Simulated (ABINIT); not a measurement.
## Phonon calculation of CdF2 (part 1 of 3)

- system: CdF2 (3 atoms in the cell)
- method: Kohn-Sham DFT of a periodic cell, PBE, PseudoDojo NC SR PBE v0.4.1 standard, no spin polarisation (ABINIT 10.8.3)

The structure derives from an entry of the Crystallography Open Database.

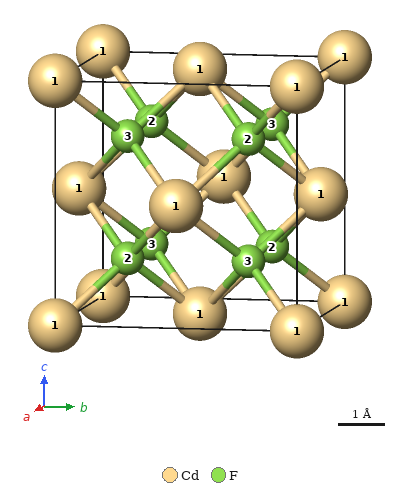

*The structure as given in the input (ball-and-stick view of the cell 4 times as large as that of the calculation, set on its symmetry axes, seen slightly off an axis; atoms are numbered from 1 in the order of the input). An atom can appear more than once, as a periodic image.*

### Summary

```csv
quantity,value
outcome,converged
space group (tolerance 0.01 Å),Fm-3m (225)
electrons treated,34
free energy,−6114.7505 eV
Fermi energy,3.050 eV
pressure,4.59 GPa
largest force (length of the vector),under 0.001 eV/Å
"ε∞ (xx, yy, zz)","2.82, 2.82, 2.82"
Born charges (mean of the diagonal),"Cd1 (2.46 e); F2, F3 (−1.23 e)"
hardware,"4 threads of Intel Xeon @ 2.50GHz (Skylake/Cascade Lake), 128 GiB of memory available, shared host"
wall time,15 min (CPU time 59 min)
peak memory,0.76 GiB
```

### Notes

Points of doubt noted for this run: cutoff too low for stress. The k-point mesh is coarse for a cell of this size, so the results may not be converged.

### The input
```
# Datasets
ndtset 3

# Pseudopotentials
pp_dirpath "./"
pseudos "Cd.upf, F.upf"

# Structure
acell 3*1.0
rprim
     0.0000000000     5.0909221797     5.0909221797
     5.0909221797     0.0000000000     5.0909221797
     5.0909221797     5.0909221797     0.0000000000
ntypat 2
znucl 48 9
natom 3
typat 1 2 2
xred
            0.0            0.0            0.0
            3/4            3/4            3/4
            1/4            1/4            1/4

# Plane-wave basis
ecut 1251.723767 eV

# k points
ngkpt 4 4 4
nshiftk 4
shiftk
     0.5000000000     0.5000000000     0.5000000000
     0.5000000000     0.0000000000     0.0000000000
     0.0000000000     0.5000000000     0.0000000000
     0.0000000000     0.0000000000     0.5000000000

# Exchange and correlation
ixc 11

# Bands and occupations
nband 17
occopt 1

# SCF cycle
nstep 80
diemac 6.0

# Output
prteig 0
prtebands 0
prtwf 0
prtden 0
prtpot 0

# Dataset 1: ground state
kptopt1 1
tolvrs1 1.0e-15
prtwf1 1

# Dataset 2: derivatives of the wave functions by k
iscf2 -3
rfelfd2 2
rfdir2 1 1 1
getwfk2 1
kptopt2 2
nqpt2 1
qpt2 0.0 0.0 0.0
tolwfr2 1.0e-18
prtwf2 1

# Dataset 3: response at q = 0 to electric field, atomic displacements
rfelfd3 3
rfphon3 1
rfatpol3 1 3
rfdir3 1 1 1
getwfk3 1
getddk3 2
kptopt3 2
nqpt3 1
qpt3 0.0 0.0 0.0
tolvrs3 1.0e-10
```

### File mrgddb.in
```
merged_DDB
CdF2
2
runo_DS1_DDB
runo_DS3_DDB
```

### File anaddb.abi
```
ddb_filepath "merged_DDB"
output_file "anaddb.abo"
outdata_prefix "ana"
asr 1
chneut 1
dipdip 1
dieflag 1
enunit 0
nfreq 1
frmin 0.0
frmax 0.0
eivec 1
nph1l 1
qph1l 0.0 0.0 0.0 1.0
nph2l 3
qph2l
  1.0 0.0 0.0 0.0
  0.0 1.0 0.0 0.0
  0.0 0.0 1.0 0.0
```

Launch command:
```bash
mpirun --bind-to none -np 4 abinit run.abi > log 2>&1
mrgddb < mrgddb.in > mrgddb.log 2>&1
anaddb anaddb.abi > anaddb.log 2>&1
```

### What the program printed
```
.Version 10.8.3 of ABINIT
 DATASET    1 : space group Fm -3 m (#225); Bravais cF (face-center cubic)
================================================================================
 Values of the parameters that define the memory need for DATASET  1.
     intxc =       0    ionmov =       0      iscf =       7    lmnmax =       6
     lnmax =       6     mgfft =      45  mpssoang =       3    mqgrid =    3001
     natom =       3  nloc_mem =       1    nspden =       1   nspinor =       1
    nsppol =       1      nsym =      48    n1xccc =    2501    ntypat =       2
    occopt =       1   xclevel =       2
       mpw =        3947          nfft =       91125          nkpt =          10
================================================================================
================================================================================

 DATASET    2 : space group Fm -3 m (#225); Bravais cF (face-center cubic)
================================================================================
 Values of the parameters that define the memory need for DATASET  2 (RF).
     intxc =       0      iscf =      -3    lmnmax =       6     lnmax =       6
     mgfft =      45  mpssoang =       3    mqgrid =    3001     natom =       3
  nloc_mem =       1    nspden =       1   nspinor =       1    nsppol =       1
      nsym =      48    n1xccc =    2501    ntypat =       2    occopt =       1
   xclevel =       2
      nfft =       91125          nkpt =         128
================================================================================
================================================================================

 DATASET    3 : space group Fm -3 m (#225); Bravais cF (face-center cubic)
================================================================================
 Values of the parameters that define the memory need for DATASET  3 (RF).
     intxc =       0      iscf =       7    lmnmax =       6     lnmax =       6
     mgfft =      45  mpssoang =       3    mqgrid =    3001     natom =       3
  nloc_mem =       1    nspden =       1   nspinor =       1    nsppol =       1
      nsym =      48    n1xccc =    2501    ntypat =       2    occopt =       1
   xclevel =       2
      nfft =       91125          nkpt =         128
================================================================================
================================================================================

--------------------------------------------------------------------------------
------------- Echo of variables that govern the present computation ------------
--------------------------------------------------------------------------------
 -outvars: echo values of preprocessed input variables --------
            acell      1.0000000000E+00  1.0000000000E+00  1.0000000000E+00 Bohr
              amu      1.12411000E+02  1.89984032E+01
           diemac      6.00000000E+00
             ecut      4.60000000E+01 Hartree
           getddk1          0
           getddk2          0
           getddk3          2
           getwfk1          0
           getwfk2          1
           getwfk3          1
             iscf1          7
             iscf2         -3
             iscf3          7
              ixc          11
           jdtset        1    2    3
                       outvar_i_n : Printing only first  50 k-points.
           kptopt1          1
           kptopt2          2
           kptopt3          2
         kptrlatt        4   -4    4     -4    4    4     -4   -4    4
          kptrlen      4.07273774E+01
            natom           3
            nband1         17
            nband2         17
            nband3         17
           ndtset           3
            ngfft          45      45      45
             nkpt1         10
             nkpt2        128
             nkpt3        128
             nqpt1          0
             nqpt2          1
             nqpt3          1
            nstep          80
             nsym          48
           ntypat           2
        optdriver1          0
        optdriver2          1
        optdriver3          1
           prtden           0
        prtebands           0
           prteig           0
            prtwf1          1
            prtwf2          1
            prtwf3          0
           rfelfd1          0
           rfelfd2          2
           rfelfd3          3
           rfphon1          0
           rfphon2          0
           rfphon3          1
            rprim      0.0000000000E+00  5.0909221797E+00  5.0909221797E+00
                       5.0909221797E+00  0.0000000000E+00  5.0909221797E+00
                       5.0909221797E+00  5.0909221797E+00  0.0000000000E+00
           shiftk      5.00000000E-01  5.00000000E-01  5.00000000E-01
          spgroup         225
           tolvrs1     1.00000000E-15
           tolvrs2     0.00000000E+00
           tolvrs3     1.00000000E-10
           tolwfr1     0.00000000E+00
           tolwfr2     1.00000000E-18
           tolwfr3     0.00000000E+00
            typat      1  2  2
                       outvars : Printing only first  50 k-points.
           xangst      0.0000000000E+00  0.0000000000E+00  0.0000000000E+00
                       4.0409999972E+00  4.0409999972E+00  4.0409999972E+00
                       1.3469999991E+00  1.3469999991E+00  1.3469999991E+00
            xcart      0.0000000000E+00  0.0000000000E+00  0.0000000000E+00
                       7.6363832695E+00  7.6363832695E+00  7.6363832695E+00
                       2.5454610898E+00  2.5454610898E+00  2.5454610898E+00
             xred      0.0000000000E+00  0.0000000000E+00  0.0000000000E+00
                       7.5000000000E-01  7.5000000000E-01  7.5000000000E-01
                       2.5000000000E-01  2.5000000000E-01  2.5000000000E-01
            znucl       48.00000    9.00000

================================================================================

 chkinp: Checking input parameters for consistency, jdtset=   1.

 chkinp: Checking input parameters for consistency, jdtset=   2.

 chkinp: Checking input parameters for consistency, jdtset=   3.

================================================================================
== DATASET  1 ==================================================================

--- !DatasetInfo
iteration_state: {dtset: 1, }
dimensions: {natom: 3, nkpt: 10, mband: 17, nsppol: 1, nspinor: 1, nspden: 1, mpw: 3947, }
cutoff_energies: {ecut:  46.0, pawecutdg:  -1.0, }
electrons: {nelect:   3.40000000E+01, charge:   0.00000000E+00, occopt:   1.00000000E+00, tsmear:   1.00000000E-02, }
meta: {optdriver: 0, ionmov: 0, optcell: 0, iscf: 7, paral_kgb: 0, }
...

 Exchange-correlation functional for the present dataset will be:
  GGA: Perdew-Burke-Ernzerhof functional - ixc=11
  J.P.Perdew, K.Burke, M.Ernzerhof, PRL 77, 3865 (1996)

 Real(R)+Recip(G) space primitive vectors, cartesian coordinates (Bohr,Bohr^-1):
 R(1)=  0.0000000  5.0909222  5.0909222  G(1)= -0.0982140  0.0982140  0.0982140
 R(2)=  5.0909222  0.0000000  5.0909222  G(2)=  0.0982140 -0.0982140  0.0982140
 R(3)=  5.0909222  5.0909222  0.0000000  G(3)=  0.0982140  0.0982140 -0.0982140
 Unit cell volume ucvol=  2.6388784E+02 bohr^3
 Angles (23,13,12)=  6.00000000E+01  6.00000000E+01  6.00000000E+01 degrees

 getcut: wavevector=  0.0000  0.0000  0.0000  ngfft=  45  45  45
         ecut(hartree)=     46.000   => boxcut(ratio)=   2.00169

--- Pseudopotential description ------------------------------------------------
- pspini: atom type   1  psp file is ./Cd.upf
  48.00000  20.00000  171031                  znucl, zion, pspdat
12 -101130 2 -1 1368                          pspcod,pspxc,lmax,lloc,mmax
     nproj     2     2     2

- pspini: atom type   2  psp file is ./F.upf
   9.00000   7.00000  171031                  znucl, zion, pspdat
12 -101130 2 -1 832                           pspcod,pspxc,lmax,lloc,mmax
     nproj     2     2     1

   1.11917965E+03                                ecore*ucvol(ha*bohr**3)
--------------------------------------------------------------------------------

================================================================================

--- !BeginCycle
iteration_state: {dtset: 1, }
solver: {iscf: 7, nstep: 80, nline: 4, wfoptalg: 0, }
tolerances: {tolvrs: 1.00E-15, }
...

     iter   Etot(hartree)      deltaE(h)  residm     vres2
 ETOT  1  -220.42943814950    -2.204E+02 3.270E+00 9.298E+03
 ETOT  2  -221.83881160855    -1.409E+00 7.557E-01 2.014E+04
 ETOT  3  -224.22767541816    -2.389E+00 3.077E-01 2.205E+03
 ETOT  4  -224.54861343864    -3.209E-01 3.890E-01 1.145E+03
 ETOT  5  -224.62782455722    -7.921E-02 1.718E-02 7.418E+02
 ETOT  6  -224.68663422644    -5.881E-02 1.578E-03 2.582E+02
 ETOT  7  -224.69324358467    -6.609E-03 1.443E-04 1.943E+02
 ETOT  8  -224.70605284759    -1.281E-02 2.723E-04 6.825E+01
 ETOT  9  -224.71224408674    -6.191E-03 2.017E-04 6.104E+00
 ETOT 10  -224.71285916051    -6.151E-04 2.633E-05 5.077E-01
 ETOT 11  -224.71293513690    -7.598E-05 3.582E-06 3.770E-03
 ETOT 12  -224.71293625578    -1.119E-06 7.740E-07 3.238E-04
 ETOT 13  -224.71293634475    -8.897E-08 4.416E-08 1.178E-05
 ETOT 14  -224.71293635010    -5.345E-09 1.665E-08 2.316E-07
 ETOT 15  -224.71293635056    -4.631E-10 1.294E-09 1.343E-07
 ETOT 16  -224.71293635066    -1.029E-10 5.823E-10 1.454E-08
 ETOT 17  -224.71293635066    -1.990E-13 4.344E-11 7.189E-10
 ETOT 18  -224.71293635067    -9.180E-12 2.170E-11 9.257E-11
 ETOT 19  -224.71293635068    -9.805E-12 1.441E-12 6.586E-11
 ETOT 20  -224.71293635070    -1.563E-11 7.356E-13 5.091E-14
 ETOT 21  -224.71293635070    -1.478E-12 4.887E-14 1.162E-12
 ETOT 22  -224.71293635067     2.674E-11 2.909E-14 3.993E-14
 ETOT 23  -224.71293635068    -8.441E-12 1.635E-15 3.120E-14
 ETOT 24  -224.71293635068     1.251E-12 1.176E-15 2.049E-15
 ETOT 25  -224.71293635069    -1.094E-11 6.545E-17 1.202E-15
 ETOT 26  -224.71293635068     8.441E-12 4.787E-17 1.646E-17

 At SCF step   26       vres2   =  1.65E-17 < tolvrs=  1.00E-15 =>converged.

 Cartesian components of stress tensor (hartree/bohr^3)
  sigma(1 1)= -1.55969932E-04  sigma(3 2)=  0.00000000E+00
  sigma(2 2)= -1.55969932E-04  sigma(3 1)=  0.00000000E+00
  sigma(3 3)= -1.55969932E-04  sigma(2 1)=  0.00000000E+00

--- !ResultsGS
iteration_state: {dtset: 1, }
comment   : Summary of ground state results
lattice_vectors:
- [  0.0000000,   5.0909222,   5.0909222, ]
- [  5.0909222,   0.0000000,   5.0909222, ]
- [  5.0909222,   5.0909222,   0.0000000, ]
lattice_lengths: [   7.19965,    7.19965,    7.19965, ]
lattice_angles: [ 60.000,  60.000,  60.000, ] # degrees, (23, 13, 12)
lattice_volume:   2.6388784E+02
convergence: {deltae:  8.441E-12, res2:  1.646E-17, residm:  4.787E-17, diffor: null, }
etotal    :  -2.24712936E+02
entropy   :   0.00000000E+00
fermie    :   1.12072945E-01
cartesian_stress_tensor: # hartree/bohr^3
- [ -1.55969932E-04,   0.00000000E+00,   0.00000000E+00, ]
- [  0.00000000E+00,  -1.55969932E-04,   0.00000000E+00, ]
- [  0.00000000E+00,   0.00000000E+00,  -1.55969932E-04, ]
pressure_GPa:   4.5888E+00
xred      :
- [  0.0000E+00,   0.0000E+00,   0.0000E+00, Cd]
- [  7.5000E-01,   7.5000E-01,   7.5000E-01,  F]
- [  2.5000E-01,   2.5000E-01,   2.5000E-01,  F]
cartesian_forces: # hartree/bohr
- [ -7.05214793E-29,   7.05214793E-29,   3.73679590E-45, ]
- [  1.14597404E-28,   4.40759246E-29,  -2.64455547E-29, ]
- [ -4.40759246E-29,  -1.14597404E-28,   2.64455547E-29, ]
force_length_stats: {min:   9.97324325E-29, max:   1.25597052E-28, mean:   1.16975512E-28, }
...

 Integrated electronic density in atomic spheres:
 ------------------------------------------------
 Atom  Sphere_radius  Integrated_density
    1        2.00000         17.13881883
    2        2.00000          7.03073269
    3        2.00000          7.03073269
================================================================================

 ----iterations are completed or convergence reached----
```
